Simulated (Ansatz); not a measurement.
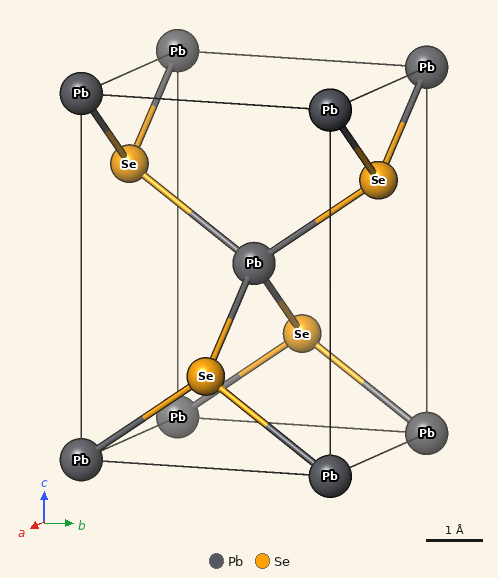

The image is a ball-and-stick drawing of a crystal, viewed slightly off an axis. The conventional unit cell is drawn as a box.

PbSe, space group I-4m2 (No. 119), a = 4.84 Å, b = 4.84 Å, c = 6.74 Å, α = 90.00°, β = 90.00°, γ = 90.00°.

Run with Ansatz 0.2.0, DFT, PBE, plane waves, PAW and these settings: cutoff 420 eV, k-points about 0.27 Å⁻¹ apart, Fermi-Dirac smearing of 0.02 eV, no spin polarisation.

How large a gap does the method give, if there is one?

A semiconductor at this level, with a gap of 0.53 eV, indirect; the smallest direct gap is 1.12 eV.

What pressure does the calculation give for this cell?

The computed pressure is 1.3 GPa (compressed: it would expand).

The initial geometry was a structure type filled with these elements by a generator (whether the compound takes this form wasn't checked). The cell was then strained or its atoms displaced on purpose. An electronic-structure calculation with Ansatz was run on it.
